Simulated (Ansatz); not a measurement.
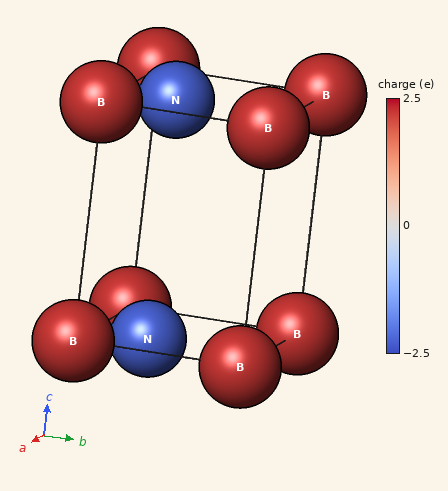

Drawn in the spheres-only manner and seen slightly off an axis. Thin lines show the simulation cell, with boundary atoms drawn in all their periodic places. The atoms of this BN cell are coloured by their Bader charge.

Results below were computed with Ansatz 0.2.0, DFT PBEsol+D3(BJ), scalar-relativistic, plane waves, PAW; the settings were E_cut = 420 eV, the zone sampled with 12×12×12 points, Gaussian smearing of 0.02 eV, no spin polarisation.

**Summarise the charge transfer.**

Most positive: B; most negative: N. Charges: about B +2.2 e; N -2.2 e. The transfer is large, as in an ionic solid.

It goes back to a structure listed in the Materials Project. Earlier steps of the study may have refined or changed the cell and positions. It went into a calculation with Ansatz.
